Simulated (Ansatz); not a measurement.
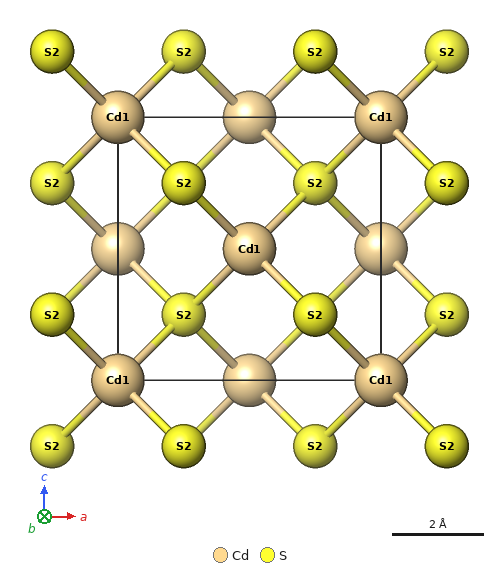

Starting structure of a crystal of CdS (set up in F-43m). The picture is a ball-and-stick view of the conventional cell (4 times the calculation's cell), seen along the b axis. Lengths and directions refer to the drawn axes.

The run lets cell and atoms move.

Computed with Ansatz 0.2.0, Kohn-Sham DFT of a periodic cell, PBEsol with D4, Ansatz PAW.

Input
```yaml
crystal:
  lattice:
    - [0.0, 2.9165, 2.9165]
    - [2.9165, 0.0, 2.9165]
    - [2.9165, 2.9165, 0.0]
  atoms:
    - { symbol: Cd, position: [0.0, 0.0, 0.0] }
    - { symbol: S, position: [0.75, 0.75, 0.75] }
hamiltonian:
  xc: pbesol
  pseudopotentials: { kind: paw }
  dispersion: d4
kpoints:
  mp_grid: { grid: [8, 8, 8] }
scf:
  occupations: { method: fermi_dirac, width: 0.05 }
output:
  forces: true
  stress: true
  write_density: true
  write_potential: true
  elf: true
  volumetric_format: npy
relax:
  f_tol: 0.01
  max_steps: 40
  cell: { stress_tol: 0.05 }
```

Run as
```bash
ansatz run input.yaml --threads 2 --pin off --max-ram 5120MiB --backend cpu --events-out ev --progress --plain --runs-dir out
```

Predict the outcome.

Over 1 accepted move (2 points after the start) the energy falls by 2.6 meV per atom. All forces vanish by symmetry, so only the cell relaxes. The pressure goes from −1.43 to −0.02 GPa. At 1 point the geometry stayed and the basis and grid were re-selected for the new cell (energy shift of 0.1 meV per atom at most each time). The atoms keep their places relative to the cell (all moves are under 0.005 Å). The volume changes by −2.3 %, with a = b = c 5.833 → 5.789 Å (−0.8 %). Among the contacts that change: Cd1–S2 2.526 → 2.507 Å. The space group stays F-43m (No. 216).
